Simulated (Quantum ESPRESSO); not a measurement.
## Band-structure run, with input and output: GaAs (part 1 of 2)

GaAs (F-43m, 2 atoms in the cell), computed with Kohn-Sham DFT of a periodic cell, PBE, PseudoDojo 0.4.1 SR PBE standard, no spin polarisation (Quantum ESPRESSO 7.5).

The structure derives from an entry of the Crystallography Open Database.

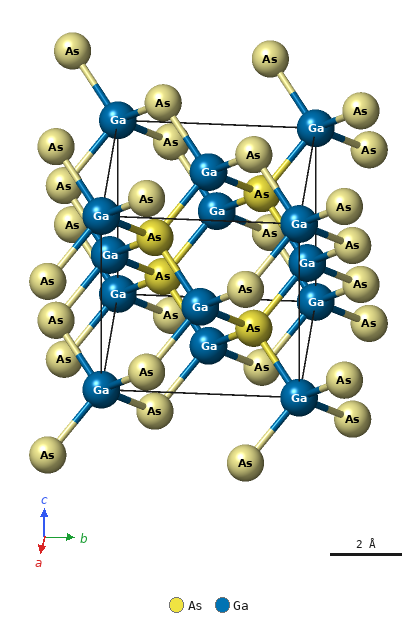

*The input geometry (ball-and-stick view of the cell 4 times as large as that of the calculation, set on its symmetry axes, seen at an oblique angle; neighbours outside the cell are drawn fainter). An atom can appear more than once, as a periodic image.*

Near neighbours in the periodic cell (some may lie outside the picture): As has 4 Ga at 2.45 Å; Ga has 4 As at 2.45 Å.

Input
```
&CONTROL
  calculation = 'scf'
  prefix = 'pwscf'
  outdir = './tmp'
  pseudo_dir = './pseudo'
  tprnfor = .true.
  tstress = .true.
  disk_io = 'low'
/
&SYSTEM
  ibrav = 0
  nat = 2
  ntyp = 2
  ecutwfc = 84
  nbnd = 21
  occupations = 'smearing'
  smearing = 'fd'
  degauss = 0.00367493
/
&ELECTRONS
  conv_thr = 4d-10
  electron_maxstep = 120
  mixing_beta = 0.5
/
ATOMIC_SPECIES
As    74.9216 As.upf
Ga    69.7230 Ga.upf
CELL_PARAMETERS angstrom
   0.0000000000    2.8268500000    2.8268500000
   2.8268500000    0.0000000000    2.8268500000
   2.8268500000    2.8268500000    0.0000000000
ATOMIC_POSITIONS angstrom
As     4.2402750000    4.2402750000    4.2402750000
Ga     0.0000000000    0.0000000000    0.0000000000
K_POINTS automatic
8 8 8 0 0 0
```

File pp_density.in
```
&INPUTPP
  prefix = 'pwscf'
  outdir = './tmp'
  filplot = 'density.dat'
  plot_num = 0
/
&PLOT
  nfile = 1
  filepp(1) = 'density.dat'
  iflag = 3
  output_format = 6
  fileout = 'density.cube'
/
```

File pp_potential.in
```
&INPUTPP
  prefix = 'pwscf'
  outdir = './tmp'
  filplot = 'potential.dat'
  plot_num = 11
/
&PLOT
  nfile = 1
  filepp(1) = 'potential.dat'
  iflag = 3
  output_format = 6
  fileout = 'potential.cube'
/
```

File pp_elf.in
```
&INPUTPP
  prefix = 'pwscf'
  outdir = './tmp'
  filplot = 'elf.dat'
  plot_num = 8
/
&PLOT
  nfile = 1
  filepp(1) = 'elf.dat'
  iflag = 3
  output_format = 6
  fileout = 'elf.cube'
/
```

File bands.in
```
&CONTROL
  calculation = 'bands'
  prefix = 'pwscf'
  outdir = './tmp'
  pseudo_dir = './pseudo'
  disk_io = 'low'
  verbosity = 'high'
/
&SYSTEM
  ibrav = 0
  nat = 2
  ntyp = 2
  ecutwfc = 84
  nbnd = 21
  occupations = 'smearing'
  smearing = 'fd'
  degauss = 0.00367493
/
&ELECTRONS
  conv_thr = 1d-08
  electron_maxstep = 120
  mixing_beta = 0.5
  diago_full_acc = .true.
  startingwfc = 'random'
/
ATOMIC_SPECIES
As    74.9216 As.upf
Ga    69.7230 Ga.upf
CELL_PARAMETERS angstrom
   0.0000000000    2.8268500000    2.8268500000
   2.8268500000    0.0000000000    2.8268500000
   2.8268500000    2.8268500000    0.0000000000
ATOMIC_POSITIONS angstrom
As     4.2402750000    4.2402750000    4.2402750000
Ga     0.0000000000    0.0000000000    0.0000000000
K_POINTS crystal
60
 0.0000000000  0.0000000000  0.0000000000 1
 0.0625000000  0.0000000000  0.0625000000 1
 0.1250000000  0.0000000000  0.1250000000 1
 0.1875000000  0.0000000000  0.1875000000 1
 0.2500000000  0.0000000000  0.2500000000 1
 0.3125000000  0.0000000000  0.3125000000 1
 0.3750000000  0.0000000000  0.3750000000 1
 0.4375000000  0.0000000000  0.4375000000 1
 0.5000000000  0.0000000000  0.5000000000 1
 0.5000000000  0.0625000000  0.5625000000 1
 0.5000000000  0.1250000000  0.6250000000 1
 0.5000000000  0.1875000000  0.6875000000 1
 0.5000000000  0.2500000000  0.7500000000 1
 0.4375000000  0.3125000000  0.7500000000 1
 0.3750000000  0.3750000000  0.7500000000 1
 0.3375000000  0.3375000000  0.6750000000 1
 0.3000000000  0.3000000000  0.6000000000 1
 0.2625000000  0.2625000000  0.5250000000 1
 0.2250000000  0.2250000000  0.4500000000 1
 0.1875000000  0.1875000000  0.3750000000 1
 0.1500000000  0.1500000000  0.3000000000 1
 0.1125000000  0.1125000000  0.2250000000 1
 0.0750000000  0.0750000000  0.1500000000 1
 0.0375000000  0.0375000000  0.0750000000 1
 0.0000000000  0.0000000000  0.0000000000 1
 0.0625000000  0.0625000000  0.0625000000 1
 0.1250000000  0.1250000000  0.1250000000 1
 0.1875000000  0.1875000000  0.1875000000 1
 0.2500000000  0.2500000000  0.2500000000 1
 0.3125000000  0.3125000000  0.3125000000 1
 0.3750000000  0.3750000000  0.3750000000 1
 0.4375000000  0.4375000000  0.4375000000 1
 0.5000000000  0.5000000000  0.5000000000 1
 0.5250000000  0.4500000000  0.5250000000 1
 0.5500000000  0.4000000000  0.5500000000 1
 0.5750000000  0.3500000000  0.5750000000 1
 0.6000000000  0.3000000000  0.6000000000 1
 0.6250000000  0.2500000000  0.6250000000 1
 0.5833333333  0.2500000000  0.6666666667 1
 0.5416666667  0.2500000000  0.7083333333 1
 0.5000000000  0.2500000000  0.7500000000 1
 0.5000000000  0.2857142857  0.7142857143 1
 0.5000000000  0.3214285714  0.6785714286 1
 0.5000000000  0.3571428571  0.6428571429 1
 0.5000000000  0.3928571429  0.6071428571 1
 0.5000000000  0.4285714286  0.5714285714 1
 0.5000000000  0.4642857143  0.5357142857 1
 0.5000000000  0.5000000000  0.5000000000 1
 0.4821428571  0.4821428571  0.5357142857 1
 0.4642857143  0.4642857143  0.5714285714 1
 0.4464285714  0.4464285714  0.6071428571 1
 0.4285714286  0.4285714286  0.6428571429 1
 0.4107142857  0.4107142857  0.6785714286 1
 0.3928571429  0.3928571429  0.7142857143 1
 0.3750000000  0.3750000000  0.7500000000 1
 0.6250000000  0.2500000000  0.6250000000 1
 0.5937500000  0.1875000000  0.5937500000 1
 0.5625000000  0.1250000000  0.5625000000 1
 0.5312500000  0.0625000000  0.5312500000 1
 0.5000000000  0.0000000000  0.5000000000 1
```

Launched with:
```bash
OMP_NUM_THREADS=1 pw.x -in pw.in > pw.out
OMP_NUM_THREADS=1 pp.x -in pp_density.in > pp_density.out
OMP_NUM_THREADS=1 pp.x -in pp_potential.in > pp_potential.out
OMP_NUM_THREADS=1 pp.x -in pp_elf.in > pp_elf.out
OMP_NUM_THREADS=1 pw.x -in bands.in > bands.out
```

The program's output
```
This program is part of the open-source Quantum ESPRESSO suite
     for quantum simulation of materials; please cite
         "P. Giannozzi et al., J. Phys.:Condens. Matter 21 395502 (2009);
         "P. Giannozzi et al., J. Phys.:Condens. Matter 29 465901 (2017);
         "P. Giannozzi et al., J. Chem. Phys. 152 154105 (2020);
          URL
     in publications or presentations arising from this work. More details at

     Message from routine setup:
     using ibrav=0 with symmetry is DISCOURAGED, use correct ibrav instead

     G-vector sticks info
     --------------------
     sticks:   dense  smooth     PW     G-vecs:    dense   smooth      PW
     Sum        1333    1333    379                31775    31775    5029

     Using Slab Decomposition

     bravais-lattice index     =            0
     lattice parameter (alat)  =       7.5547  a.u.
     unit-cell volume          =     304.8842 (a.u.)^3
     number of atoms/cell      =            2
     number of atomic types    =            2
     number of electrons       =        28.00
     number of Kohn-Sham states=           21
     kinetic-energy cutoff     =      84.0000  Ry
     charge density cutoff     =     336.0000  Ry
     scf convergence threshold =      4.0E-10
     mixing beta               =       0.5000
     number of iterations used =            8  plain     mixing
     Exchange-correlation= PBE
                           (   1   4   3   4   0   0   0)

     celldm(1)=   7.554690  celldm(2)=   0.000000  celldm(3)=   0.000000
     celldm(4)=   0.000000  celldm(5)=   0.000000  celldm(6)=   0.000000

     crystal axes: (cart. coord. in units of alat)
               a(1) = (   0.000000   0.707107   0.707107 )
               a(2) = (   0.707107   0.000000   0.707107 )
               a(3) = (   0.707107   0.707107   0.000000 )

     reciprocal axes: (cart. coord. in units 2 pi/alat)
               b(1) = ( -0.707107  0.707107  0.707107 )
               b(2) = (  0.707107 -0.707107  0.707107 )
               b(3) = (  0.707107  0.707107 -0.707107 )

     PseudoPot. # 1 for As read from file:
     As.upf
     Pseudo is Norm-conserving + core correction, Zval = 15.0
     Generated using ONCVPSP code by D. R. Hamann
     Using radial grid of 1358 points,  6 beta functions with:
                l(1) =   0
                l(2) =   0
                l(3) =   1
                l(4) =   1
                l(5) =   2
                l(6) =   2

     PseudoPot. # 2 for Ga read from file:
     Ga.upf
     Pseudo is Norm-conserving + core correction, Zval = 13.0
     Generated using ONCVPSP code by D. R. Hamann
     Using radial grid of 1902 points,  6 beta functions with:
                l(1) =   0
                l(2) =   0
                l(3) =   1
                l(4) =   1
                l(5) =   2
                l(6) =   2

     atomic species   valence    mass     pseudopotential
     As               15.00    74.92160     As( 1.00)
     Ga               13.00    69.72300     Ga( 1.00)

     24 Sym. Ops. (no inversion) found

   Cartesian axes

     site n.     atom                  positions (alat units)
         1        As     tau(   1) = (   1.0606602   1.0606602   1.0606602  )
         2        Ga     tau(   2) = (   0.0000000   0.0000000   0.0000000  )

     number of k points=    29  Fermi-Dirac smearing, width (Ry)=  0.0037
                       cart. coord. in units 2pi/alat
        k(    1) = (   0.0000000   0.0000000   0.0000000), wk =   0.0039062
        k(    2) = (   0.0883883   0.0883883  -0.0883883), wk =   0.0312500
        k(    3) = (   0.1767767   0.1767767  -0.1767767), wk =   0.0312500
        k(    4) = (   0.2651650   0.2651650  -0.2651650), wk =   0.0312500
        k(    5) = (  -0.3535534  -0.3535534   0.3535534), wk =   0.0156250
        k(    6) = (   0.1767767   0.0000000   0.0000000), wk =   0.0234375
        k(    7) = (   0.2651650   0.0883883  -0.0883883), wk =   0.0937500
        k(    8) = (   0.3535534   0.1767767  -0.1767767), wk =   0.0937500
        k(    9) = (  -0.2651650  -0.4419417   0.4419417), wk =   0.0937500
        k(   10) = (  -0.1767767  -0.3535534   0.3535534), wk =   0.0937500
        k(   11) = (  -0.0883883  -0.2651650   0.2651650), wk =   0.0937500
        k(   12) = (   0.0000000  -0.1767767   0.1767767), wk =   0.0468750
        k(   13) = (   0.3535534   0.0000000   0.0000000), wk =   0.0234375
        k(   14) = (   0.4419417   0.0883883  -0.0883883), wk =   0.0937500
        k(   15) = (  -0.1767767  -0.5303301   0.5303301), wk =   0.0937500
        k(   16) = (  -0.0883883  -0.4419417   0.4419417), wk =   0.0937500
        k(   17) = (   0.0000000  -0.3535534   0.3535534), wk =   0.0468750
        k(   18) = (   0.5303301  -0.0000000   0.0000000), wk =   0.0234375
        k(   19) = (  -0.0883883  -0.6187184   0.6187184), wk =   0.0937500
        k(   20) = (   0.0000000  -0.5303301   0.5303301), wk =   0.0468750
        k(   21) = (  -0.7071068   0.0000000   0.0000000), wk =   0.0117188
        k(   22) = (   0.3535534   0.1767767   0.0000000), wk =   0.0937500
        k(   23) = (  -0.2651650  -0.4419417   0.6187184), wk =   0.1875000
        k(   24) = (  -0.1767767  -0.3535534   0.5303301), wk =   0.0937500
        k(   25) = (  -0.1767767  -0.5303301   0.7071068), wk =   0.0937500
        k(   26) = (  -0.0883883  -0.4419417   0.6187184), wk =   0.1875000
        k(   27) = (   0.0000000  -0.3535534   0.5303301), wk =   0.0937500
        k(   28) = (  -0.7071068   0.1767767  -0.0000000), wk =   0.0468750
        k(   29) = (  -0.7071068   0.3535534   0.0000000), wk =   0.0234375

     Dense  grid:    31775 G-vectors     FFT dimensions: (  45,  45,  45)

     Initial potential from superposition of free atoms

     starting charge      27.9971, renormalised to      28.0000
     Starting wfcs are   18 randomized atomic wfcs +    3 random wfcs

     Self-consistent Calculation

     iteration #  1     ecut=    84.00 Ry     beta= 0.50
     Davidson diagonalization with overlap
     ethr =  1.00E-02,  avg # of iterations =  5.3

     Threshold (ethr) on eigenvalues was too large:
     Diagonalizing with lowered threshold

     Davidson diagonalization with overlap
     ethr =  1.72E-04,  avg # of iterations =  3.2

     total energy              =    -365.12280443 Ry
     estimated scf accuracy    <       0.04829583 Ry

     iteration #  2     ecut=    84.00 Ry     beta= 0.50
     Davidson diagonalization with overlap
     ethr =  1.72E-04,  avg # of iterations =  2.0

     total energy              =    -365.12865690 Ry
     estimated scf accuracy    <       0.00558330 Ry

     iteration #  3     ecut=    84.00 Ry     beta= 0.50
     Davidson diagonalization with overlap
     ethr =  1.99E-05,  avg # of iterations =  2.9

     total energy              =    -365.12892041 Ry
     estimated scf accuracy    <       0.00091144 Ry

     iteration #  4     ecut=    84.00 Ry     beta= 0.50
     Davidson diagonalization with overlap
     ethr =  3.26E-06,  avg # of iterations =  3.4

     total energy              =    -365.12896933 Ry
     estimated scf accuracy    <       0.00001795 Ry

     iteration #  5     ecut=    84.00 Ry     beta= 0.50
     Davidson diagonalization with overlap
     ethr =  6.41E-08,  avg # of iterations =  2.2

     total energy              =    -365.12897271 Ry
     estimated scf accuracy    <       0.00000096 Ry

     iteration #  6     ecut=    84.00 Ry     beta= 0.50
     Davidson diagonalization with overlap
     ethr =  3.44E-09,  avg # of iterations =  2.1

     total energy              =    -365.12897293 Ry
     estimated scf accuracy    <       0.00000007 Ry

     iteration #  7     ecut=    84.00 Ry     beta= 0.50
     Davidson diagonalization with overlap
     ethr =  2.57E-10,  avg # of iterations =  2.1

     total energy              =    -365.12897296 Ry
     estimated scf accuracy    <          4.9E-09 Ry

     iteration #  8     ecut=    84.00 Ry     beta= 0.50
     Davidson diagonalization with overlap
     ethr =  1.73E-11,  avg # of iterations =  2.0

     total energy              =    -365.12897296 Ry
     estimated scf accuracy    <          7.6E-10 Ry

     iteration #  9     ecut=    84.00 Ry     beta= 0.50
     Davidson diagonalization with overlap
     ethr =  2.72E-12,  avg # of iterations =  2.1

     End of self-consistent calculation

          k = 0.0000 0.0000 0.0000 (  3839 PWs)   bands (ev):
```
